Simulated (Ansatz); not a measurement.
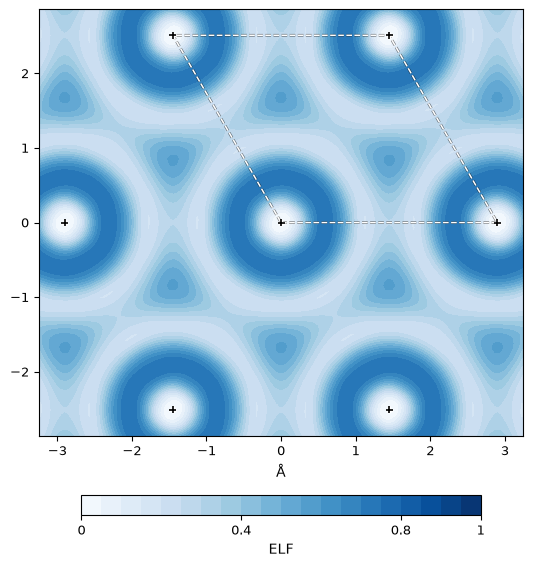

The electron localisation function on a plane through atoms (crosses mark nuclei in the plane).

The calculation used Ansatz, DFT, PBE, plane waves (420 eV) with PAW, scalar-relativistic.

Candidates:
A. Pt, a = 5.62 Å, b = 5.62 Å, c = 5.62 Å, α = 90.00°, β = 90.00°, γ = 90.00°. Space group Fd-3m; set up as Pt, diamond; a generated structure, not necessarily the stable one; changed on purpose from its base cell (volume × 0.92); computed pressure about 12 GPa in this cell.
B. Cu, a = 2.67 Å, b = 2.67 Å, c = 8.71 Å, α = 90.00°, β = 90.00°, γ = 120.00°. Space group P6₃/mmc; set up as Cu, dhcp; a generated structure, not necessarily the stable one; changed on purpose from its base cell (volume × 1.12); computed pressure about −12 GPa in this cell; computed without spin polarisation.
C. Ta, a = 2.90 Å, b = 2.90 Å, c = 9.92 Å, α = 90.00°, β = 90.00°, γ = 120.00°. Space group P6₃/mmc; set up as Ta, dhcp; a generated structure, not necessarily the stable one; changed on purpose from its base cell (volume × 0.96); computed pressure about 8 GPa in this cell.

Which system is this?

Candidate C: Ta on the (001) plane of the conventional cell, which holds Ta. Ta–Ta (2.90 Å): the ELF is about 0.30 at the midpoint (no shared electron pair shows on this line).
